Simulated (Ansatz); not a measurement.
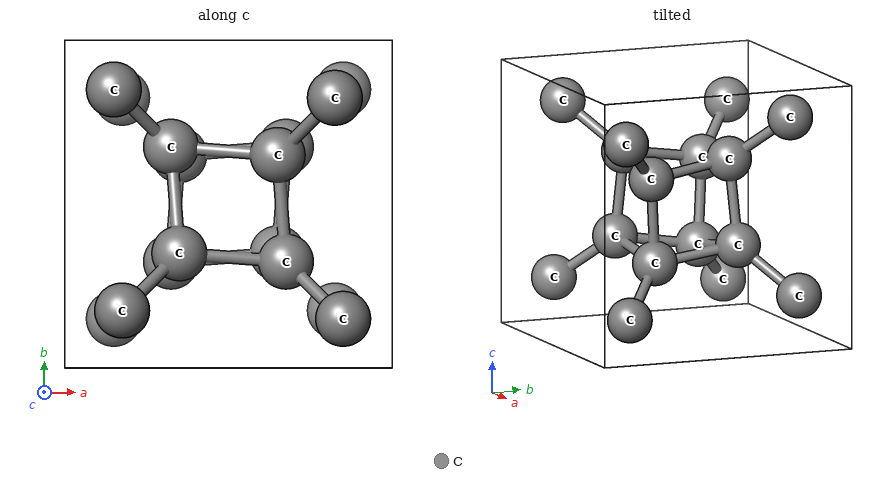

The crystal in a ball-and-stick representation, seen along the c axis and slightly off an axis. Thin lines show the conventional unit cell, with boundary atoms drawn in all their periodic places.

C, space group I-42m (No. 121), a = 4.86 Å, b = 4.86 Å, c = 4.86 Å, α = 90.00°, β = 90.00°, γ = 90.00°.

The numbers come from DFT r2SCAN, scalar-relativistic, plane waves, PAW in Ansatz 0.2.0, using a cutoff energy of 500 eV, k-points about 0.23 Å⁻¹ apart, Gaussian smearing of 0.05 eV, no spin polarisation.

> How large a gap does the method give, if there is one?

A semiconductor at this level, with a gap of 2.77 eV on the k-mesh (the true edges may lie between mesh points, so the gap can be somewhat smaller).

> Would the cell expand or shrink if it could?

The computed pressure is -3.9 GPa (stretched: it would shrink). The stress isn't hydrostatic: its largest component is 11.7 GPa.

Provenance: a structure listed in the Materials Project. The cell was then strained or its atoms displaced on purpose. Ansatz was used for an electronic-structure calculation on it.

At this level of theory the cell isn't at rest (forces up to 2.8 eV/Å), so its distances can differ from those at equilibrium, the more so the softer the solid.
